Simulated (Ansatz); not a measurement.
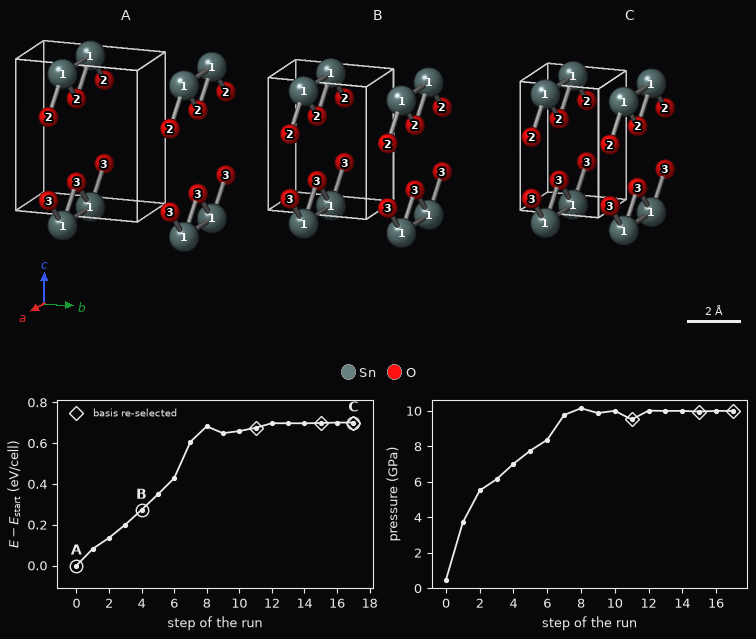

Frames of a relaxation of a crystal of SnO$_{2}$ (a generated structure, set up in Pmmm), marked on the history of the run. A ball-and-stick model of the cell of the calculation, repeated 2 × 2 × 1 with one cell outlined, seen slightly off an axis.

The run lets cell and atoms move.

The calculation used Ansatz 0.2.0, Kohn-Sham DFT of a periodic cell, PBE, Ansatz PAW.

The input:
```yaml
crystal:
  lattice:
    - [3.02327, 0.0, 0.0]
    - [0.0, 4.96468, 0.0]
    - [0.0, 0.0, 5.97696]
  atoms:
    - { symbol: Sn, position: [0.5, 0.5, 0.0] }
    - { symbol: O, position: [0.0, 0.5, 0.77572] }
    - { symbol: O, position: [0.0, 0.5, 0.22428] }
hamiltonian:
  xc: pbe
  pseudopotentials: { kind: paw }
kpoints:
  mp_grid: { grid: [9, 6, 5] }
scf:
  occupations: { method: fermi_dirac, width: 0.05 }
output:
  forces: true
  stress: true
  eigenvalues: true
relax:
  f_tol: 0.01
  max_steps: 40
  cell: { stress_tol: 0.05, p_target: 10.0 }
```

Command:
```bash
ansatz run input.yaml --threads 2 --pin off --max-ram 5632MiB --backend cpu --events-out ev --progress --plain --runs-dir out
```

Question: Describe the path.

Answer: The largest moves relative to the cell, 0.19 Å, are those of O2 and O3. O2 goes along −c. Sn stays in place. Cell: a 3.023 → 2.989 Å (−1.1 %), b 4.965 → 3.203 Å (−35.5 %), c 5.977 → 5.082 Å (−15.0 %). Volume −45.8 %. Some distances before and after: Sn1–Sn1 3.023 → 2.989 Å, Sn1–O2 2.020 → 2.000 Å. The space group stays Pmmm (No. 47). After 14 accepted moves (17 points after the start) the energy has risen by 0.702 eV per cell of the calculation. With the target pressure of 10 GPa, the enthalpy E + pV changes by −1.861 eV per cell of the calculation. The largest force component goes from 0.00054 to under 0.0001 eV/Å. The pressure goes from 0.47 to 10.00 GPa. At 3 points the geometry stayed and the basis and grid were re-selected for the new cell (energy shift of 15.9 meV per cell of the calculation at most each time). The run took 41 s on 2 threads of Arm Neoverse V2, on a shared host, peak memory 0.4 GiB. From step 0 to 4: O atoms move most (0.17 Å), volume −31.3 %, energy +0.273 eV per cell of the calculation. From step 4 to 17: O atoms move most (0.03 Å), volume −21.1 %, energy +0.428 eV per cell of the calculation.

| step | E − E(0), meV/atom | largest force component, eV/Å | pressure, GPa | volume, Å³/atom | note |
| --- | --- | --- | --- | --- | --- |
| 0 | 0.00 | 0.0005 | 0.47 | 29.904 |  |
| 1 | 27.36 | 0.0531 | 3.72 | 26.493 |  |
| 2 | 45.31 | 0.3597 | 5.51 | 24.143 |  |
| 3 | 66.87 | 0.1819 | 6.15 | 22.169 |  |
| 4 | 91.11 | 0.1159 | 7.02 | 20.546 |  |
| 5 | 116.36 | 0.0586 | 7.76 | 19.167 |  |
| 6 | 142.84 | 0.0761 | 8.37 | 18.030 |  |
| 7 | 202.32 | 0.0122 | 9.77 | 16.700 |  |
| 8 | 227.63 | 0.0293 | 10.15 | 16.235 |  |
| 9 | 216.43 | 0.0084 | 9.88 | 16.418 |  |
| 10 | 219.90 | 0.0014 | 10.00 | 16.359 |  |
| 11 | 225.21 | 0.0045 | 9.52 | 16.359 | same geometry, new basis |
| 12 | 232.75 | 0.0103 | 10.01 | 16.227 |  |
| 13 | 232.66 | 0.0077 | 10.00 | 16.228 |  |
| 14 | 232.64 | 0.0002 | 10.00 | 16.228 |  |
| 15 | 233.08 | 0.0001 | 9.96 | 16.228 | same geometry, new basis |
| 16 | 233.79 | 0.0001 | 10.00 | 16.216 |  |
| 17 | 233.84 | 0.0001 | 10.00 | 16.216 | same geometry, new basis |
